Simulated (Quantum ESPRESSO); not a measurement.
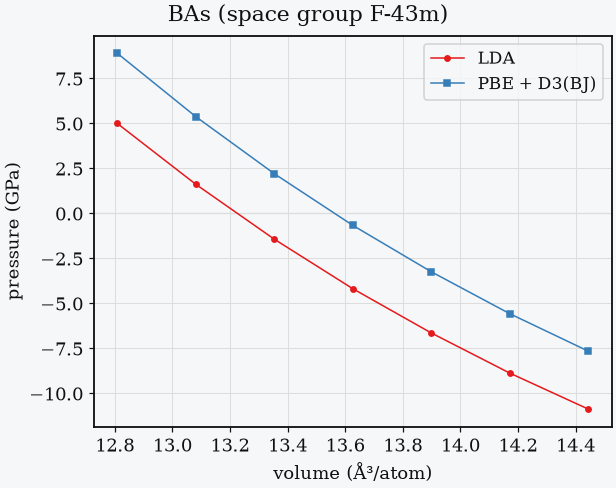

**Figure.** Pressure against volume, with one curve for each functional, for BAs (space group F-43m).

Settings that differ: LDA: density cutoff 4350 eV, wave cutoff 1090 eV, potentials PseudoDojo-0.4.1-SR-LDA-standard; PBE + D3(BJ): density cutoff 4570 eV, wave cutoff 1140 eV, potentials PseudoDojo-0.4.1-SR-PBE-standard.

The fitted equilibrium volumes, smallest first, are LDA 13.245, PBE + D3(BJ) 13.562 Å³/atom. The fitted bulk moduli, smallest first, are PBE + D3(BJ) 138.5, LDA 146.8 GPa. For LDA, the pressure falls from 5.00 GPa at volume 12.81 Å³/atom to −10.87 GPa at 14.44 Å³/atom, and changes sign near 13.23 Å³/atom. For PBE + D3(BJ), the pressure falls from 8.90 GPa at volume 12.81 Å³/atom to −7.65 GPa at 14.44 Å³/atom, and changes sign near 13.56 Å³/atom.

Method: plane-wave DFT, no spin polarisation; energies at scaled volumes of the given cell, shape and fractions fixed, counted from the fit's minimum, third-order Birch-Murnaghan fit (Quantum ESPRESSO 7.5). All runs: no spin polarisation.

```csv
setting,value
k mesh,10×10×10
occupations,Fermi–Dirac
smearing width,0.05 eV
```
